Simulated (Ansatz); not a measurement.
Crystal: PtSe2, coordinates from a relaxation in a fixed cell with Ansatz, DFT PBE+D3(BJ), scalar-relativistic, plane waves, PAW.

```cif
data_structure
_symmetry_space_group_name_H-M 'P-3m1'
_symmetry_Int_Tables_number 164
_cell_length_a 3.7240
_cell_length_b 3.7240
_cell_length_c 5.0620
_cell_angle_alpha 90.000
_cell_angle_beta 90.000
_cell_angle_gamma 120.000
_cell_volume 60.80
loop_
_atom_site_label
_atom_site_type_symbol
_atom_site_symmetry_multiplicity
_atom_site_Wyckoff_symbol
_atom_site_fract_x
_atom_site_fract_y
_atom_site_fract_z
_atom_site_occupancy
Pt1 Pt 1 a 0.00000 0.00000 0.00000 1
Se1 Se 2 d 0.33333 0.66667 0.25956 1
```

### What does its first Brillouin zone look like, and which path through it is standard?

It has a primitive hexagonal lattice (hP; extended symbol hP2). The zone is a hexagonal prism in its combinatorial type: 8 faces (6 with 4 edges, 2 with 6 edges), 18 edges, 12 vertices. Path: Γ–M–K–Γ–A–L–H–A | L–M | H–K.

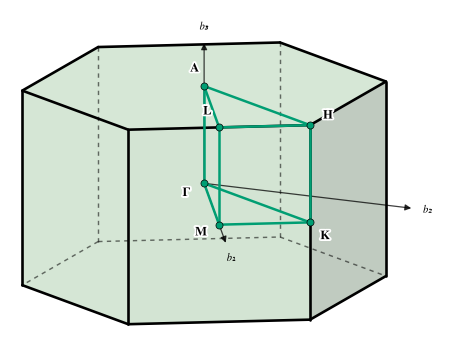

Labels and path follow the convention of Hinuma et al. (2017), as computed by seekpath; the arrows show the directions of the reciprocal primitive vectors b₁, b₂, b₃, in which coordinates are given; lengths include the factor 2π.

| point | k₁ | k₂ | k₃ | length of k (1/Å) |
| --- | --- | --- | --- | --- |
| Γ | 0 | 0 | 0 | 0.000 |
| A | 0 | 0 | 1/2 | 0.621 |
| K | 1/3 | 1/3 | 0 | 1.125 |
| H | 1/3 | 1/3 | 1/2 | 1.285 |
| M | 1/2 | 0 | 0 | 0.974 |
| L | 1/2 | 0 | 1/2 | 1.155 |
